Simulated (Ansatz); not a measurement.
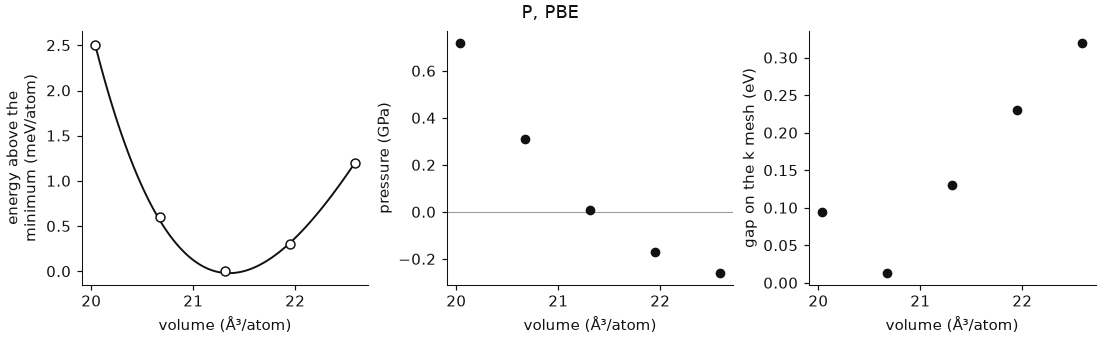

The picture above shows the energy above the minimum, pressure and gap on the k mesh against volume for P, space group Cmce (No. 64).

Cell as given: a = 5.881 Å, b = 5.881 Å, c = 4.564 Å, α = 90.00°, β = 90.00°, γ = 147.31°; 4 atoms.

How it was computed, with Ansatz 0.2.0: third-order Birch-Murnaghan fit to density functional energies at scaled volumes of the given relaxed cell, shape and atoms relaxed at each volume; energies count from the fitted minimum; plane waves with PAW datasets, Γ-centred k mesh. Level: PBE, no spin polarisation.

```json
{"setting": "wave cutoff", "value": "420 eV"}
{"setting": "k mesh", "value": "12×12×8"}
{"setting": "occupations", "value": "Gaussian"}
{"setting": "smearing width", "value": "0.01 eV"}
```

The numbers behind the figure:

```json
{"volume (Å³/atom)": "20.033", "energy above the minimum (meV/atom)": "2.5", "pressure (GPa)": "0.72", "gap on the k mesh (eV)": "0.095"}
{"volume (Å³/atom)": "20.672", "energy above the minimum (meV/atom)": "0.6", "pressure (GPa)": "0.31", "gap on the k mesh (eV)": "0.013"}
{"volume (Å³/atom)": "21.311", "energy above the minimum (meV/atom)": "0.0", "pressure (GPa)": "0.01", "gap on the k mesh (eV)": "0.131"}
{"volume (Å³/atom)": "21.951", "energy above the minimum (meV/atom)": "0.3", "pressure (GPa)": "-0.17", "gap on the k mesh (eV)": "0.231"}
{"volume (Å³/atom)": "22.590", "energy above the minimum (meV/atom)": "1.2", "pressure (GPa)": "-0.26", "gap on the k mesh (eV)": "0.320"}
```

Keep in mind: a crossing between the sampled k points may be missed; bands touch, and spin-orbit coupling could open a gap; pressure derivative unusual; weakly bound, no dispersion correction.
